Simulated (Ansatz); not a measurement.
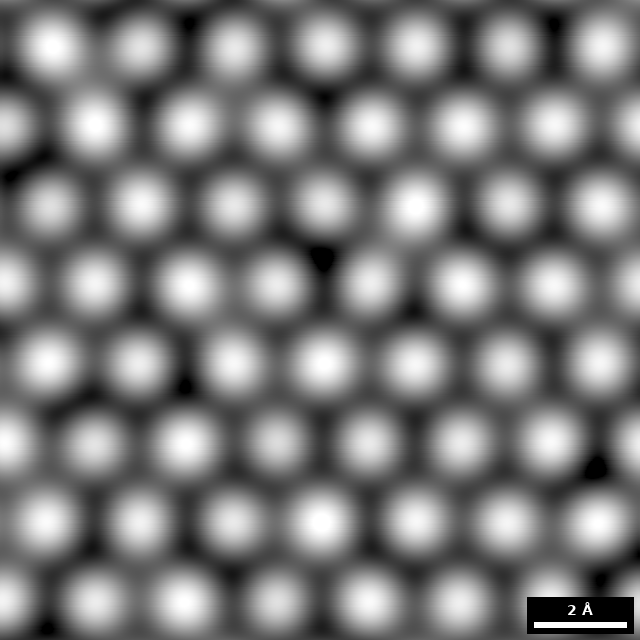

An image along [111] of one of the structures below (computed or model cells, partly hypothetical, each in its standard cell). The image is simulated as a sum over atoms of Z^1.8, blurred by a 1.23 Å probe (no channelling). The display is stretched by a gamma of 0.65; percentages refer to the linear signal. A slight drift and the speckle of an amorphous layer were added.

A. Cu
Space group P6/mmm (No. 191). a = 4.162 Å, b = 4.162 Å, c = 2.500 Å, α = 90.00°, β = 90.00°, γ = 120.00°
| atom | site | symmetry | x | y | z |
| --- | --- | --- | --- | --- | --- |
| Cu | 1a | 6/mmm | 0.0000 | 0.0000 | 0.0000 |
| Cu | 2d | -6m2 | 0.3333 | 0.6667 | 0.5000 |

B. Cu
Space group Fd-3m:1 (No. 227). a = 5.418 Å, b = 5.418 Å, c = 5.418 Å, α = 90.00°, β = 90.00°, γ = 90.00°
```tsv
atom	site	symmetry	x	y	z
Cu	8b	-43m	0.2500	0.2500	0.7500
```

C. Cu
Space group Pm-3m (No. 221). a = 2.456 Å, b = 2.456 Å, c = 2.456 Å, α = 90.00°, β = 90.00°, γ = 90.00°
```csv
atom,site,symmetry,x,y,z
Cu,1a,m-3m,0.0000,0.0000,0.0000
```

D. Cu
Space group P6_3/mmc (No. 194). a = 2.486 Å, b = 2.486 Å, c = 4.073 Å, α = 90.00°, β = 90.00°, γ = 120.00°
```tsv
atom	site	symmetry	x	y	z
Cu	2c	-6m2	0.3333	0.6667	0.2500
```

Question: Which of them gives this image?

Answer: C, Cu. Along [111] the projected cells are A 2.14 × 3.76 Å, 107°; B 2.21 × 2.21 Å, 120°; C 2.01 × 2.01 Å, 120°; D 2.12 × 2.40 Å, 116°. The image repeats as C does.

Structure C: the geometry relaxed with DFT, BLYP, plane waves (420 eV) with PAW, scalar-relativistic in Ansatz 0.2.0; the starting structure was generated, so it need not be a known form of this composition.
